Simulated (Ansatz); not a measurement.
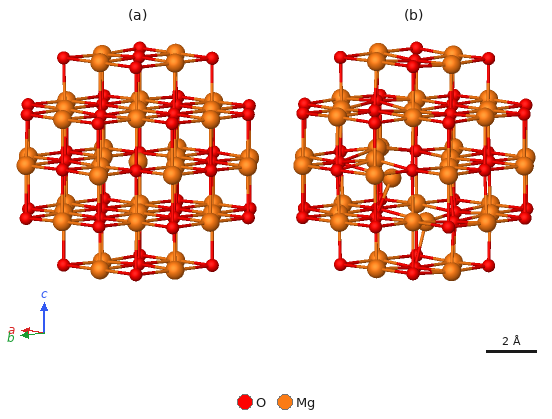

The structure of a defect cell of composition O$_{31}$Mg$_{33}$ (cell charge −1) before (left) and after (right) a relaxation, at one scale.

The picture is a ball-and-stick view of the atoms within 5.8 Å of the atom that moves most (axes of the cell of the calculation (origin shifted)), seen from a free direction.

Method: Ansatz, DFT, PBEsol, PAW, plane waves. Set-up: plane-wave cutoff 420 eV; k-point mesh 1 × 1 × 1; mesh shifted by (0.25, 0.25, 0.25); collinear spin; atoms relaxed in a fixed cell; force threshold 0.03 eV/Å; at most 80 steps.

### What changed between the two?

The energy falls by 4.549 eV per cell of the calculation in 16 geometry steps. The largest force component goes from 4.9 to 0.0049 eV/Å. The largest move is that of a Mg atom, 1.12 Å along [1 1 −1]. Largest moves by element: Mg 1.12 Å, O 0.28 Å. The cell doesn't change. Near-neighbour distances that change, for instance: Mg–Mg 3.655 → 2.595 Å, Mg–O 2.997 → 2.144 Å, Mg–O 2.972 → 2.147 Å, Mg–O 2.943 → 2.209 Å. New bonds form, among them: Mg–O (2.94 → 2.21 Å), Mg–O (2.97 → 2.15 Å), Mg–O (3.00 → 2.14 Å). Among the angles between lasting bonds that change: O–Mg–O 179.5° → 158.0°, O–Mg–O 179.2° → 159.0°, O–Mg–O 178.1° → 158.1°. The run may lie on a higher electronic state than the lowest, so the end point isn't shown to be the ground-state structure. The run took 17 s on 1 × NVIDIA GB200 with 8 threads of Arm Neoverse-V2, peak memory 2.1 GiB.

Limits of the set-up: the periodic images lie only 8.4 Å apart, so the values are limited by the cell's size; the cell is charged, on a uniform background, and energies carry no finite-size correction.
